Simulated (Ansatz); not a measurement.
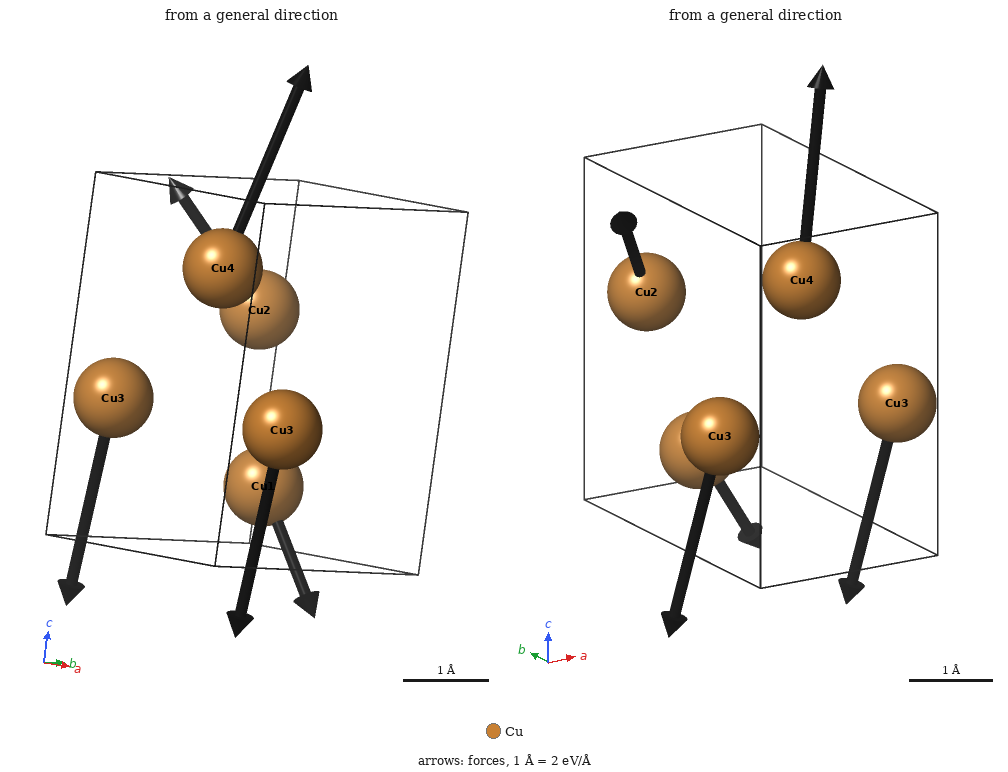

Drawn in the spheres-only manner and seen from two general directions. Atoms at the boundary of the simulation cell (the box) are drawn once for each face, edge or corner they touch. The arrows are the computed forces on the atoms.

System: Cu. Computational set-up: DFT PBEsol, scalar-relativistic, plane waves, PAW (Ansatz), 420 eV cutoff, the zone sampled with 14×8×8 points, Gaussian smearing of 0.15 eV, no spin polarisation.

Question: Is the structure at a minimum of the energy?

Answer: No. The atoms still feel forces of up to about 4.4 eV/Å, far above a usual threshold of 0.01 to 0.03 eV/Å.

Question: Which atom is pushed hardest?

Answer: Cu3 and Cu4, about 4.4 eV/Å.

The model was built from a structure listed in the Materials Project. The cell was then strained or its atoms displaced on purpose. It was run through Ansatz as a DFT input.
